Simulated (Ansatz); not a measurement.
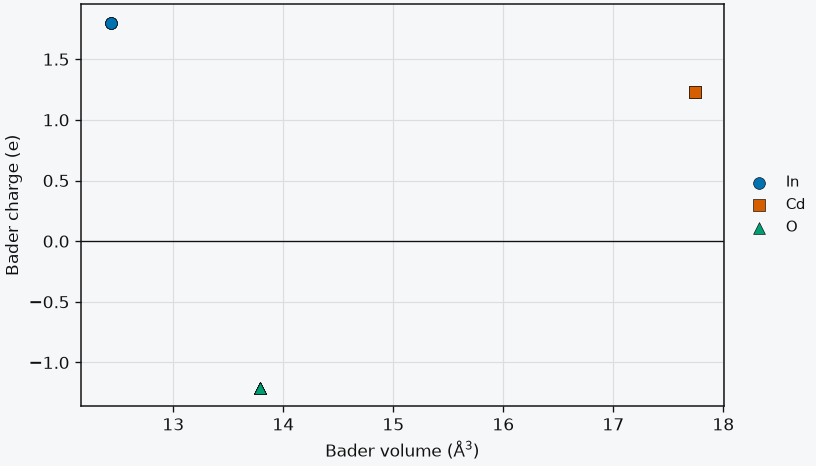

Bader charges of the atoms (positive: electrons lost), against the volumes of their basins.

System: CdIn$_{2}$O$_{4}$, space group Fd-3m (No. 227), 14 atoms in the cell, a database entry, rescaled.

```
In O Cd
1.0
     0.00000    4.60665    4.60665
     4.60665    0.00000    4.60665
     4.60665    4.60665    0.00000
In O Cd
4 8 2
Direct
  0.62500 0.62500 0.62500
  0.12500 0.62500 0.62500
  0.62500 0.62500 0.12500
  0.62500 0.12500 0.62500
  0.86500 0.86500 0.86500
  0.84500 0.38500 0.38500
  0.86500 0.86500 0.40500
  0.38500 0.84500 0.38500
  0.40500 0.86500 0.86500
  0.38500 0.38500 0.38500
  0.86500 0.40500 0.86500
  0.38500 0.38500 0.84500
  0.00000 0.00000 0.00000
  0.25000 0.25000 0.25000
```

Method: DFT with PBE, PAW plane waves, no spin polarisation, 5×5×5 k mesh, 420 eV cutoff (Ansatz).

What are the charges by element?

Answer. The Bader charges are In +1.80 e, Cd +1.23 e and O −1.21 e. Summed over the cell, In gives up most (7.2 e) and O takes most (9.7 e).

Which atoms take the most room?

Answer. Cd has the largest basins, 17.7 Å³ on average, and In the smallest, 12.4 Å³.

The atoms aren't at rest in this cell (largest force 0.8 eV/Å), so the relaxed material can differ.
